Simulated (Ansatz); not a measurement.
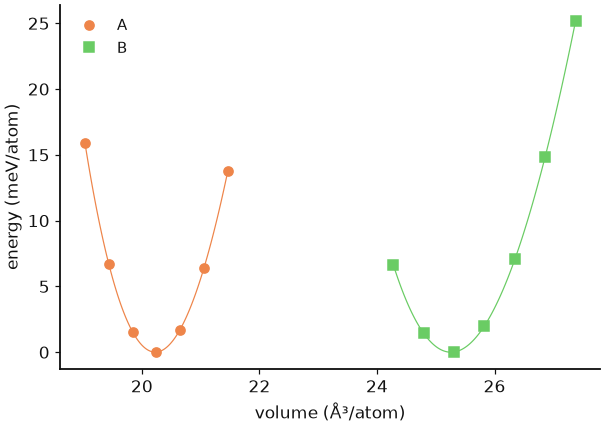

The figure compares two calculations of the energy against volume, each curve from its own zero. The first is for CaSe, space group Fm-3m (No. 225).

The cell holds 2 atoms.

Calculation (Ansatz 0.2.0): all-electron LAPW DFT, no spin polarisation; energies at scaled volumes of the given cell, shape and fractions fixed, counted from the fit's minimum, third-order Birch-Murnaghan fit. Level: PBEsol.

k mesh 8×8×8; occupations Fermi–Dirac; smearing width 0.05 eV; potentials all electron LAPW, scalar relativistic; program settings basis error eV/atom 0.001.

In the second, Ca is replaced by Mg on all its sites, which gives MgSe in the same structure.

Q: Which of A and B is the second calculation, and what did the change do?

A: A. The equilibrium volume falls from 25.26 to 20.23 Å³/atom (−20 %) and the bulk modulus rises from 52.1 to 64.8 GPa (+24 %).

V0 and the bulk modulus come from third-order Birch–Murnaghan fits.
